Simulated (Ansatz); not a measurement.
## Geometry relaxation, with input and output: HfO₂ (part 1 of 2)

System: HfO₂ (P2₁/c, 12 atoms in the cell).
Method: DFT PBE, scalar-relativistic, plane waves, PAW, no spin polarisation (Ansatz 0.2.0).

The structure derives from a Materials Project entry. Figures and captions count atoms from 1; the log counts them from 0 in places.

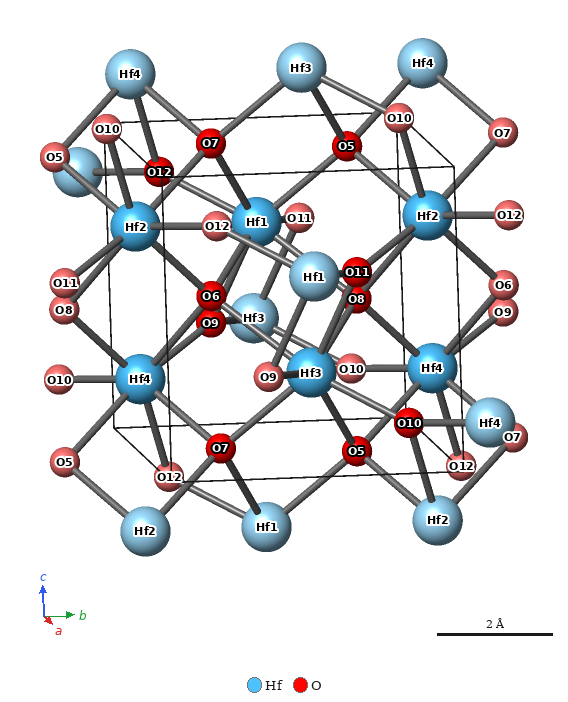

*The starting structure (ball-and-stick view of the cell of the calculation, seen slightly off an axis; neighbours outside the cell are drawn fainter; atoms are numbered from 1 in the order of the input). An atom can appear more than once, as a periodic image.*

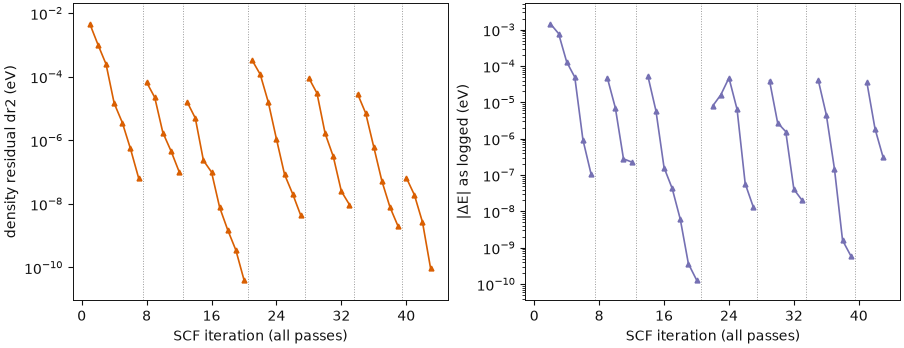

*Convergence of the self-consistent field: density residual dr2 and size of the energy change against the SCF iteration. The dotted lines part the SCF passes of the relaxation: geometry steps, rejected trials and re-solves on a re-selected basis.*

The 7 passes take 4 to 8 iterations each, 43 in all.

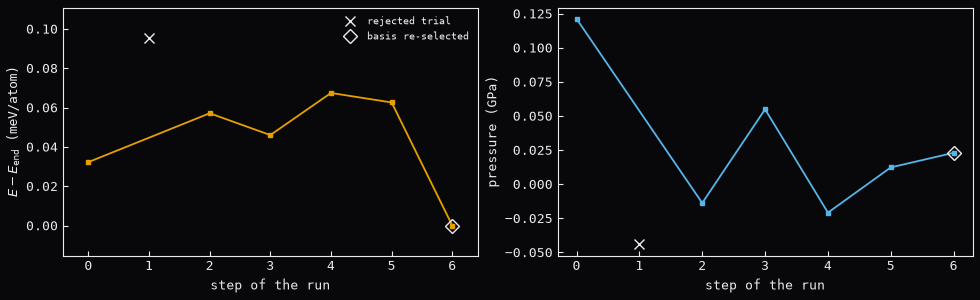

*Progress of the relaxation, step by step (the first geometry is step 0 here and step 1 in the log).*

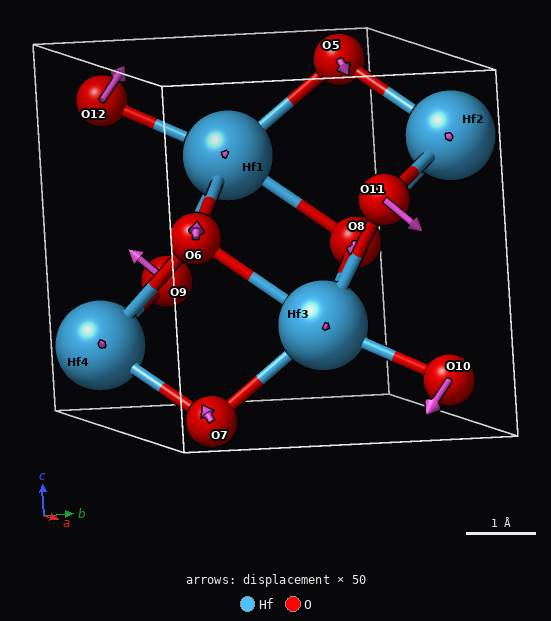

*The starting structure with the displacements as pink arrows, magnified 50 times (ball-and-stick view of the cell of the calculation, seen slightly off an axis).*

The largest moves relative to the cell, 0.015 Å, are those of O9, O10, O11 and O12. By element the largest moves are O 0.015 Å, Hf 0.002 Å. The volume changes by +0.1 %, with a 5.157 → 5.161 Å (+0.1 %), b 5.216 → 5.212 Å (−0.1 %), c 5.343 → 5.352 Å (+0.2 %). Among the contacts that change: Hf1–O8 2.265 → 2.271 Å. The space group stays P2_1/c (No. 14). Over 5 geometry steps the energy rises by next to nothing (0.0 meV per atom). The largest force component goes from 0.015 to 0.0031 eV/Å. The pressure goes from 0.12 to 0.02 GPa. The line search rejected the trial step at point 1 (counted from 0) and went back. A last SCF at the same geometry on a re-selected plane-wave basis shifts the energy by −0.1 meV per atom. (Atoms are counted from 1 in the order of the input.)

The input and output of the run follow.

## Input
```yaml
crystal:
  lattice:
    - [5.1572529722, 0.0, -0.0019459286]
    - [0.0, 5.2164697071, 0.0]
    - [-0.8890055136, 0.0, 5.2686610136]
  atoms:
    - { symbol: Hf, position: [0.2758459645, 0.457444785, 0.7081817905] }
    - { symbol: Hf, position: [0.7241540355, 0.957444785, 0.7918182095] }
    - { symbol: Hf, position: [0.7241540355, 0.542555215, 0.2918182095] }
    - { symbol: Hf, position: [0.2758459645, 0.042555215, 0.2081817905] }
    - { symbol: O, position: [0.4487005546, 0.7424275774, 0.9775729168] }
    - { symbol: O, position: [0.5512994454, 0.2424275774, 0.5224270832] }
    - { symbol: O, position: [0.5512994454, 0.2575724226, 0.0224270832] }
    - { symbol: O, position: [0.4487005546, 0.7575724226, 0.4775729168] }
    - { symbol: O, position: [0.068058381, 0.3305784125, 0.3466123521] }
    - { symbol: O, position: [0.931941619, 0.8305784125, 0.1533876479] }
    - { symbol: O, position: [0.931941619, 0.6694215875, 0.6533876479] }
    - { symbol: O, position: [0.068058381, 0.1694215875, 0.8466123521] }
basis:
  ecutwfc: 420
kpoints:
  mp_grid: { grid: [4, 4, 4] }
hamiltonian:
  xc: pbe
scf:
  occupations: { method: gaussian, width: 0.02 }
output:
  forces: true
  stress: true
  eigenvalues: true
relax:
  adjacent_minimum: "off"
  f_tol: 0.005
  max_steps: 80
  cell: { stress_tol: 0.05 }
```

Command:
```bash
ansatz run input.yaml --threads 8 --pin off --max-ram 16384MiB --backend cpu --events-out ev --progress --plain --runs-dir out
```

## The program's output
```
Engine: ansatz 0.2.0, aarch64-unknown-linux-gnu
Pseudopotentials: kind: paw
Pseudopotential: Hf, paw, valence charge 26, recommended cutoff 420 eV (normal), Hf.paw.azcp
Pseudopotential: O, paw, valence charge 6, recommended cutoff 420 eV (normal), O.paw.azcp
Functional definition: PBE
  parameter kappa = 0.804
  parameter beta = 0.06672455060314922
  exchange = pbe_x(kappa = kappa, mu = beta*pi^2/3)
  correlation = pbe_c(beta = beta)
Crystal: 12 atoms, lattice volume = 141.732 Å³
Basis set: ecut = 420 eV, 2773 PW (Γ), exchange–correlation on 72×72×72 points (8 copies of the dense FFT grid, shifted against one another)
Bands: 92, of which v1, the nominal top of the filled ones, is band 76 counted from 1 (75 counted from 0)
Symmetry: 4 space group operations
Space group: P21/c (ITA 14), of the structure as read, at distance tolerance 5.2e-5 Å
k-points: 30 of 64
Non-local potential: Hf, projectors of the file, l = 0: 3, l = 1: 2, l = 2: 2, l = 3: 3
Non-local potential: O, projectors of the file, l = 0: 2, l = 1: 2, l = 2: 1
PAW form: soft (Blöchl's): semilocal exchange-correlation on the pseudo side does not see the compensation charge
PAW one-centre angular grid: Hf, 590 points (default); XC on 64 Gauss nodes
PAW one-centre angular grid: O, 110 points (default); XC on 64 Gauss nodes
Initial density: superposition of atomic densities (neutral atoms: chi_scale 0, normalization atom), corrected by the library's trained network
Initial wavefunctions: pseudopotential atomic-orbital guess
Functional: x = pbe(κ = 0.804, μ = 0.2195149727645171), c = pbe(β = 0.06672455060314922)
SCF iter   1: F=—  HF=-67446.717210 eV  |F-HF|=—  |Δ(HF+E_count)|=         —  Δρ=2.84e-3  dr2=4.62e-3  ethr=1.77e-3  ⟨swp⟩=5.9  Hψ=8503  notcnv=0  defer=131
preconditioner: auto → Resta (q_TF=auto, 2.760 Å⁻¹)  ε∞=5.3  [insulator: Δε(μ)=4.039 eV  Ē_g=18.101 eV  σ=0.020 eV  W_gap=1.00  n_scr=52 (ndim 8)  ℏωp=37.4 eV  f_vac=0.080  D(μ)=0.00/eV (n_scr^D=0)  ε∞_Penn≈5.3]
SCF iter   2: F=—  HF=-67446.718662 eV  |F-HF|=—  |Δ(HF+E_count)|=   1.45e-3  Δρ=1.46e-3  dr2=1.03e-3  ethr=3.04e-6  ⟨swp⟩=2.0  Hψ=5423  notcnv=0  defer=303
SCF iter   3: F=—  HF=-67446.719447 eV  |F-HF|=—  |Δ(HF+E_count)|=   7.85e-4  Δρ=5.34e-4  dr2=2.49e-4  ethr=6.77e-7  ⟨swp⟩=2.0  Hψ=4199  notcnv=0  defer=303
SCF iter   4: F=—  HF=-67446.719577 eV  |F-HF|=—  |Δ(HF+E_count)|=   1.30e-4  Δρ=1.06e-4  dr2=1.47e-5  ethr=1.64e-7  ⟨swp⟩=2.0  Hψ=4242  notcnv=0  defer=303
SCF iter   5: F=—  HF=-67446.719527 eV  |F-HF|=—  |Δ(HF+E_count)|=   4.94e-5  Δρ=4.94e-5  dr2=3.63e-6  ethr=9.65e-9  ⟨swp⟩=2.0  Hψ=4252  notcnv=0  defer=303
SCF iter   6: F=—  HF=-67446.719528 eV  |F-HF|=—  |Δ(HF+E_count)|=   9.43e-7  Δρ=2.17e-5  dr2=5.53e-7  ethr=2.39e-9  ⟨swp⟩=2.0  Hψ=4242  notcnv=0  defer=303
SCF iter   7: F=-67446.719528 eV  HF=-67446.719528 eV  |F-HF|=8.44e-8  |Δ(HF+E_count)|=   1.08e-7  Δρ=6.51e-6  dr2=6.73e-8  ethr=6.58e-11  ⟨swp⟩=10.0  Hψ=12014  notcnv=0
SCF 1 converged in 7 iterations: F = -67446.719528 eV  dr2 = 6.73e-8
  greatest PAW one-centre occupation: 0.999 electrons in one spin orbital (limit 2), on the Hf atom at site 3 (counted from 0), in its partial waves of l = 0
relax step   1: F+E_penalty+E_count = -67446.71952845 eV  Δ(F+E_penalty+E_count) = +0.000e0 eV  max|allowed force component| = 1.526e-2 eV/Å  Δτ_max = 0.0000 Å  P = +0.121 GPa  Ω = 141.732 Å³  (7 SCF iters, dr2 threshold 1.00e-7 eV, accepted)
Crystal: 12 atoms, lattice volume = 141.882 Å³
Initial density: handed on by an earlier stage of this run
Initial wavefunctions: those handed on with the density
iter 1 solved again at ethr=4.69e-8 eV; its pass at ethr=3.10e-3 eV (dr2=7.12e-5 eV) is discarded
SCF iter   1: F=—  HF=-67446.718810 eV  |F-HF|=—  |Δ(HF+E_count)|=         —  Δρ=3.45e-4  dr2=6.69e-5  ethr=4.69e-8  ⟨swp⟩=4.1  Hψ=12568  notcnv=0
preconditioner: auto → Resta (q_TF=auto, 2.760 Å⁻¹)  ε∞=5.3  [insulator: Δε(μ)=4.031 eV  Ē_g=18.097 eV  σ=0.020 eV  W_gap=1.00  n_scr=52 (ndim 8)  ℏωp=37.4 eV  f_vac=0.084  D(μ)=0.00/eV (n_scr^D=0)  ε∞_Penn≈5.3]
SCF iter   2: F=—  HF=-67446.718761 eV  |F-HF|=—  |Δ(HF+E_count)|=   4.83e-5  Δρ=1.90e-4  dr2=2.24e-5  ethr=4.40e-8  ⟨swp⟩=1.0  Hψ=2760  notcnv=0
SCF iter   3: F=—  HF=-67446.718768 eV  |F-HF|=—  |Δ(HF+E_count)|=   7.04e-6  Δρ=3.35e-5  dr2=1.75e-6  ethr=1.47e-8  ⟨swp⟩=2.0  Hψ=4339  notcnv=0
SCF iter   4: F=—  HF=-67446.718768 eV  |F-HF|=—  |Δ(HF+E_count)|=   2.80e-7  Δρ=1.75e-5  dr2=4.66e-7  ethr=1.15e-9  ⟨swp⟩=2.0  Hψ=5033  notcnv=0
SCF iter   5: F=-67446.718768 eV  HF=-67446.718768 eV  |F-HF|=1.18e-8  |Δ(HF+E_count)|=   2.29e-7  Δρ=9.31e-6  dr2=1.04e-7  ethr=1.18e-10  ⟨swp⟩=8.3  Hψ=12350  notcnv=0
SCF 2 converged in 5 iterations: F = -67446.718768 eV  dr2 = 1.04e-7
relax step   2: F+E_penalty+E_count = -67446.71876826 eV  Δ(F+E_penalty+E_count) = +7.602e-4 eV  max|allowed force component| = 1.663e-2 eV/Å  Δτ_max = 0.0027 Å  P = -0.044 GPa  Ω = 141.882 Å³  energy of the carried Pulay correction = -7.209e-4 eV  (5 SCF iters, dr2 threshold 1.80e-7 eV, rejected (line search))
Crystal: 12 atoms, lattice volume = 141.844 Å³
iter 1 solved again at ethr=1.03e-8 eV; its pass at ethr=3.10e-3 eV (dr2=1.57e-5 eV) is discarded
SCF iter   1: F=—  HF=-67446.719278 eV  |F-HF|=—  |Δ(HF+E_count)|=         —  Δρ=1.79e-4  dr2=1.60e-5  ethr=1.03e-8  ⟨swp⟩=3.2  Hψ=12018  notcnv=0
preconditioner: auto → Resta (q_TF=auto, 2.760 Å⁻¹)  ε∞=5.3  [insulator: Δε(μ)=4.030 eV  Ē_g=18.098 eV  σ=0.020 eV  W_gap=1.00  n_scr=52 (ndim 8)  ℏωp=37.4 eV  f_vac=0.083  D(μ)=0.00/eV (n_scr^D=0)  ε∞_Penn≈5.3]
SCF iter   2: F=—  HF=-67446.719224 eV  |F-HF|=—  |Δ(HF+E_count)|=   5.41e-5  Δρ=9.70e-5  dr2=4.99e-6  ethr=1.03e-8  ⟨swp⟩=1.0  Hψ=2761  notcnv=0
SCF iter   3: F=—  HF=-67446.719230 eV  |F-HF|=—  |Δ(HF+E_count)|=   5.89e-6  Δρ=1.26e-5  dr2=2.33e-7  ethr=3.28e-9  ⟨swp⟩=2.0  Hψ=4556  notcnv=0
SCF iter   4: F=—  HF=-67446.719230 eV  |F-HF|=—  |Δ(HF+E_count)|=   1.61e-7  Δρ=8.83e-6  dr2=1.00e-7  ethr=1.53e-10  ⟨swp⟩=2.0  Hψ=5040  notcnv=0
SCF iter   5: F=—  HF=-67446.719230 eV  |F-HF|=—  |Δ(HF+E_count)|=   4.31e-8  Δρ=2.42e-6  dr2=7.75e-9  ethr=6.60e-11  ⟨swp⟩=2.0  Hψ=5039  notcnv=0
SCF iter   6: F=—  HF=-67446.719230 eV  |F-HF|=—  |Δ(HF+E_count)|=   6.10e-9  Δρ=1.00e-6  dr2=1.50e-9  ethr=5.10e-12  ⟨swp⟩=2.0  Hψ=4874  notcnv=0
SCF iter   7: F=—  HF=-67446.719230 eV  |F-HF|=—  |Δ(HF+E_count)|=  3.64e-10  Δρ=5.13e-7  dr2=3.50e-10  ethr=1.00e-12  ⟨swp⟩=2.0  Hψ=4554  notcnv=0
SCF iter   8: F=-67446.719230 eV  HF=-67446.719230 eV  |F-HF|=2.91e-11  |Δ(HF+E_count)|=  1.31e-10  Δρ=1.35e-7  dr2=4.07e-11  ethr=1.00e-12  ⟨swp⟩=6.7  Hψ=11122  notcnv=0
SCF 3 converged in 8 iterations: F = -67446.719230 eV  dr2 = 4.07e-11
relax step   3: F+E_penalty+E_count = -67446.71923044 eV  Δ(F+E_penalty+E_count) = +2.980e-4 eV  max|allowed force component| = 1.139e-2 eV/Å  Δτ_max = 0.0016 Å  P = -0.014 GPa  Ω = 141.844 Å³  energy of the carried Pulay correction = -5.407e-4 eV  (8 SCF iters, accepted)
Crystal: 12 atoms, lattice volume = 141.859 Å³
iter 1 solved again at ethr=2.12e-7 eV; its pass at ethr=3.10e-3 eV (dr2=3.23e-4 eV) is discarded
SCF iter   1: F=—  HF=-67446.719392 eV  |F-HF|=—  |Δ(HF+E_count)|=         —  Δρ=7.29e-4  dr2=3.32e-4  ethr=2.12e-7  ⟨swp⟩=3.4  Hψ=9161  notcnv=0
preconditioner: auto → Resta (q_TF=auto, 2.760 Å⁻¹)  ε∞=5.3  [insulator: Δε(μ)=4.041 eV  Ē_g=18.099 eV  σ=0.020 eV  W_gap=1.00  n_scr=52 (ndim 8)  ℏωp=37.4 eV  f_vac=0.084  D(μ)=0.00/eV (n_scr^D=0)  ε∞_Penn≈5.3]
SCF iter   2: F=—  HF=-67446.719400 eV  |F-HF|=—  |Δ(HF+E_count)|=   8.00e-6  Δρ=4.11e-4  dr2=1.19e-4  ethr=2.12e-7  ⟨swp⟩=1.0  Hψ=2760  notcnv=0
SCF iter   3: F=—  HF=-67446.719417 eV  |F-HF|=—  |Δ(HF+E_count)|=   1.62e-5  Δρ=1.14e-4  dr2=1.57e-5  ethr=7.85e-8  ⟨swp⟩=2.0  Hψ=4424  notcnv=0
SCF iter   4: F=—  HF=-67446.719369 eV  |F-HF|=—  |Δ(HF+E_count)|=   4.72e-5  Δρ=3.05e-5  dr2=1.10e-6  ethr=1.03e-8  ⟨swp⟩=2.0  Hψ=4453  notcnv=0
SCF iter   5: F=—  HF=-67446.719363 eV  |F-HF|=—  |Δ(HF+E_count)|=   6.43e-6  Δρ=9.08e-6  dr2=8.43e-8  ethr=7.24e-10  ⟨swp⟩=2.0  Hψ=4448  notcnv=0
SCF iter   6: F=—  HF=-67446.719363 eV  |F-HF|=—  |Δ(HF+E_count)|=   5.82e-8  Δρ=4.31e-6  dr2=2.06e-8  ethr=5.55e-11  ⟨swp⟩=2.0  Hψ=5040  notcnv=0
SCF iter   7: F=-67446.719363 eV  HF=-67446.719363 eV  |F-HF|=3.30e-9  |Δ(HF+E_count)|=   1.32e-8  Δρ=1.78e-6  dr2=4.32e-9  ethr=5.34e-12  ⟨swp⟩=8.4  Hψ=12644  notcnv=0
SCF 4 converged in 7 iterations: F = -67446.719363 eV  dr2 = 4.32e-9
relax step   4: F+E_penalty+E_count = -67446.71936313 eV  Δ(F+E_penalty+E_count) = -1.327e-4 eV  max|allowed force component| = 1.351e-2 eV/Å  Δτ_max = 0.0099 Å  P = +0.055 GPa  Ω = 141.859 Å³  energy of the carried Pulay correction = -6.087e-4 eV  (7 SCF iters, dr2 threshold 8.11e-9 eV, accepted)
Crystal: 12 atoms, lattice volume = 141.929 Å³
iter 1 solved again at ethr=5.98e-8 eV; its pass at ethr=3.10e-3 eV (dr2=9.10e-5 eV) is discarded
SCF iter   1: F=—  HF=-67446.719150 eV  |F-HF|=—  |Δ(HF+E_count)|=         —  Δρ=3.57e-4  dr2=9.05e-5  ethr=5.98e-8  ⟨swp⟩=3.0  Hψ=10311  notcnv=0
preconditioner: auto → Resta (q_TF=auto, 2.760 Å⁻¹)  ε∞=5.3  [insulator: Δε(μ)=4.038 eV  Ē_g=18.097 eV  σ=0.020 eV  W_gap=1.00  n_scr=52 (ndim 8)  ℏωp=37.4 eV  f_vac=0.084  D(μ)=0.00/eV (n_scr^D=0)  ε∞_Penn≈5.3]
SCF iter   2: F=—  HF=-67446.719110 eV  |F-HF|=—  |Δ(HF+E_count)|=   3.97e-5  Δρ=1.99e-4  dr2=3.02e-5  ethr=5.95e-8  ⟨swp⟩=1.0  Hψ=2760  notcnv=0
SCF iter   3: F=—  HF=-67446.719107 eV  |F-HF|=—  |Δ(HF+E_count)|=   2.73e-6  Δρ=3.61e-5  dr2=1.64e-6  ethr=1.98e-8  ⟨swp⟩=2.0  Hψ=4267  notcnv=0
SCF iter   4: F=—  HF=-67446.719106 eV  |F-HF|=—  |Δ(HF+E_count)|=   1.57e-6  Δρ=1.62e-5  dr2=3.12e-7  ethr=1.08e-9  ⟨swp⟩=2.0  Hψ=4557  notcnv=0
SCF iter   5: F=—  HF=-67446.719106 eV  |F-HF|=—  |Δ(HF+E_count)|=   4.07e-8  Δρ=4.20e-6  dr2=2.49e-8  ethr=2.05e-10  ⟨swp⟩=2.0  Hψ=4445  notcnv=0
SCF iter   6: F=-67446.719106 eV  HF=-67446.719106 eV  |F-HF|=6.58e-9  |Δ(HF+E_count)|=   2.04e-8  Δρ=2.59e-6  dr2=9.43e-9  ethr=1.42e-11  ⟨swp⟩=7.7  Hψ=11957  notcnv=0
SCF 5 converged in 6 iterations: F = -67446.719106 eV  dr2 = 9.43e-9
relax step   5: F+E_penalty+E_count = -67446.71910566 eV  Δ(F+E_penalty+E_count) = +2.575e-4 eV  max|allowed force component| = 8.053e-3 eV/Å  Δτ_max = 0.0042 Å  P = -0.021 GPa  Ω = 141.929 Å³  energy of the carried Pulay correction = -9.476e-4 eV  (6 SCF iters, dr2 threshold 2.15e-8 eV, accepted)
Crystal: 12 atoms, lattice volume = 141.920 Å³
iter 1 solved again at ethr=1.95e-8 eV; its pass at ethr=3.10e-3 eV (dr2=2.96e-5 eV) is discarded
SCF iter   1: F=—  HF=-67446.719210 eV  |F-HF|=—  |Δ(HF+E_count)|=         —  Δρ=1.90e-4  dr2=2.89e-5  ethr=1.95e-8  ⟨swp⟩=2.6  Hψ=8879  notcnv=0
preconditioner: auto → Resta (q_TF=auto, 2.760 Å⁻¹)  ε∞=5.3  [insulator: Δε(μ)=4.041 eV  Ē_g=18.098 eV  σ=0.020 eV  W_gap=1.00  n_scr=52 (ndim 8)  ℏωp=37.4 eV  f_vac=0.084  D(μ)=0.00/eV (n_scr^D=0)  ε∞_Penn≈5.3]
SCF iter   2: F=—  HF=-67446.719168 eV  |F-HF|=—  |Δ(HF+E_count)|=   4.15e-5  Δρ=9.66e-5  dr2=7.13e-6  ethr=1.90e-8  ⟨swp⟩=2.1  Hψ=4918  notcnv=0
SCF iter   3: F=—  HF=-67446.719164 eV  |F-HF|=—  |Δ(HF+E_count)|=   4.54e-6  Δρ=2.44e-5  dr2=6.10e-7  ethr=4.69e-9  ⟨swp⟩=2.0  Hψ=4881  notcnv=0
SCF iter   4: F=—  HF=-67446.719164 eV  |F-HF|=—  |Δ(HF+E_count)|=   1.49e-7  Δρ=6.51e-6  dr2=5.18e-8  ethr=4.01e-10  ⟨swp⟩=2.0  Hψ=4556  notcnv=0
SCF iter   5: F=—  HF=-67446.719164 eV  |F-HF|=—  |Δ(HF+E_count)|=   1.60e-9  Δρ=2.30e-6  dr2=7.79e-9  ethr=3.41e-11  ⟨swp⟩=2.0  Hψ=4295  notcnv=0
SCF iter   6: F=-67446.719164 eV  HF=-67446.719164 eV  |F-HF|=3.06e-10  |Δ(HF+E_count)|=  6.11e-10  Δρ=1.28e-6  dr2=1.95e-9  ethr=2.67e-12  ⟨swp⟩=6.5  Hψ=11253  notcnv=0
SCF 6 converged in 6 iterations: F = -67446.719164 eV  dr2 = 1.95e-9
relax step   6: F+E_penalty+E_count = -67446.71916375 eV  Δ(F+E_penalty+E_count) = -5.809e-5 eV  max|allowed force component| = 3.025e-3 eV/Å  Δτ_max = 0.0009 Å  P = +0.012 GPa  Ω = 141.920 Å³  energy of the carried Pulay correction = -9.029e-4 eV  (6 SCF iters, dr2 threshold 4.05e-9 eV, accepted)
Initial wavefunctions: pseudopotential atomic-orbital guess (no wavefunctions were taken with the density)
iter 1 solved again at ethr=6.41e-8 eV; its pass at ethr=3.10e-3 eV (dr2=9.74e-5 eV) is discarded
```
